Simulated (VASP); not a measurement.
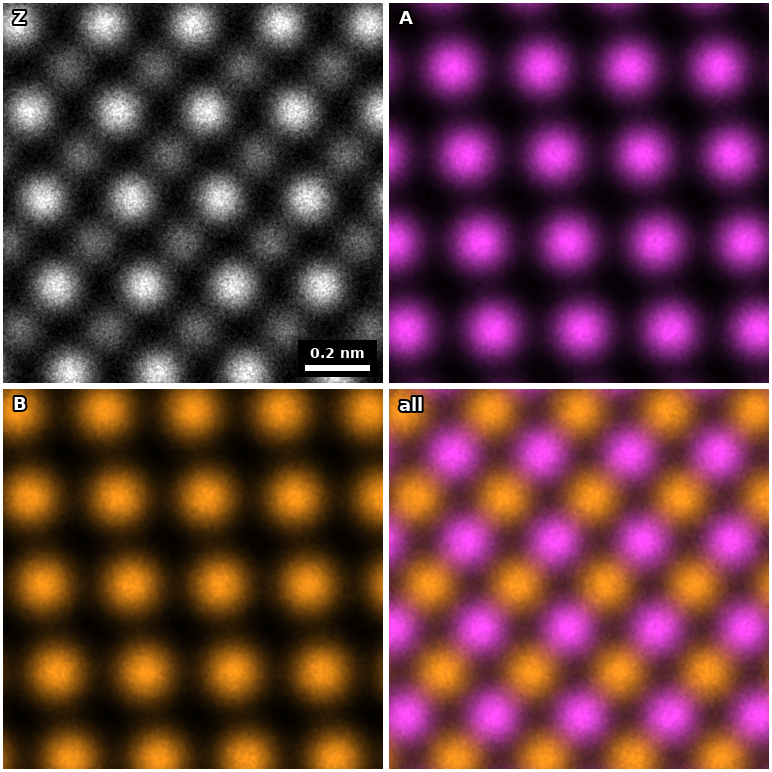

TiSi (Cmmm, No. 65) along [001]. Panel Z: Simulated incoherent Z contrast: every atom adds Z^1.8 spread by a probe of 1.16 Å full width; channelling and multiple scattering are left out. Shot noise was added. The other panels are simulated element maps (the number of atoms of one element along the beam, blurred by 1.5 Å, with counting noise; each on its own scale, no channelling); the last overlays them. Structure: a cell listed in the Materials Project, as set up for an electronic-structure calculation.

```cif
data_structure
_symmetry_space_group_name_H-M 'Cmmm'
_symmetry_Int_Tables_number 65
_cell_length_a 3.6324
_cell_length_b 4.2352
_cell_length_c 3.8039
_cell_angle_alpha 90.000
_cell_angle_beta 90.000
_cell_angle_gamma 90.000
_cell_volume 58.52
loop_
_atom_site_label
_atom_site_type_symbol
_atom_site_symmetry_multiplicity
_atom_site_Wyckoff_symbol
_atom_site_fract_x
_atom_site_fract_y
_atom_site_fract_z
_atom_site_occupancy
Ti1 Ti 2 b 0.50000 0.00000 0.00000 1
Si1 Si 2 d 0.00000 0.00000 0.50000 1
```

Which element does each lettered map show?

Answer. A: Si, B: Ti. The projected cell (2.79 × 2.79 Å, 99°) holds 2 columns: 1 of Ti and 1 of Si. No column is shared by two of the mapped elements.
